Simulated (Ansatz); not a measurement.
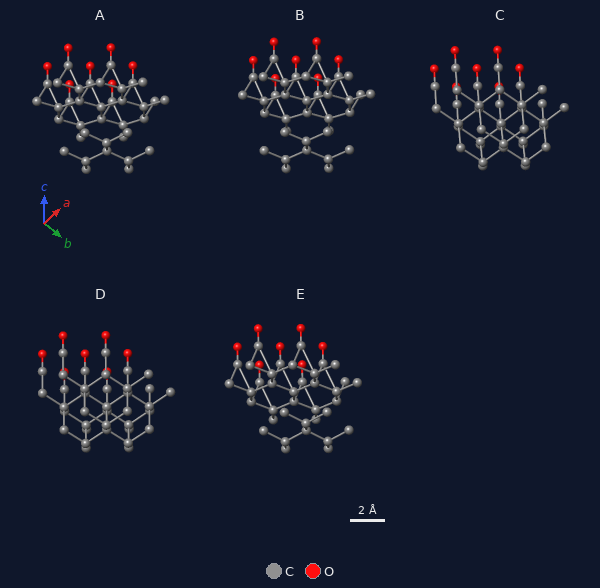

5 geometries from one constrained relaxation of a slab of composition C₉O (cut from the Fd-3m phase), in shuffled order. A ball-and-stick model of the atoms within 4.2 Å of the atom that moves most (axes of the 3 × 3 repeat of the cell, outlined in the plane, without the vacuum), seen from a free direction.

Case: CO put at a bridge C-C site. The slab is the (1 1 1) face of C with CO on it. 4 atoms are held fixed.

Level of theory: DFT PBEsol, scalar-relativistic, plane waves, PAW (Ansatz 0.2.0). Settings: plane-wave cutoff 420 eV; k-point mesh 12 × 12 × 1; occupations gaussian; smearing width 0.05 eV; no spin polarisation; dipole correction; atoms relaxed in a fixed cell; force threshold 0.03 eV/Å; at most 70 steps.

### Put them in the order of the run, from the start to the converged end.

B, A, E, C, D. They are steps 0, 5, 9, 13, 17, at +3.544 eV per cell of the calculation, +3.428 eV per cell of the calculation, +3.148 eV per cell of the calculation, +0.595 eV per cell of the calculation relative to the last. A C atom moves most: 1.84 Å along the normal (−c). By element the largest moves are C 1.84 Å, O 1.41 Å. The lattice vectors keep their values. Some distances before and after: C–C 3.351 → 1.542 Å, C–C 1.579 → 2.482 Å, C–C 1.577 → 1.470 Å, C–C 1.451 → 1.548 Å. New bonds form, among them: C–C (3.35 → 1.54 Å). Among the angles between lasting bonds that change: C–C–C 62.7° → 110.6°, C–C–O 152.6° → 179.9°, C–C–C 120.0° → 108.5°. Over 17 geometry steps the energy falls by 3.544 eV per cell of the calculation. Largest force component: 4.1 eV/Å at the start, 0.01 eV/Å at the end.

Limits of the set-up: the periodic images lie only 2.5 Å apart, so the values are limited by the cell's size.
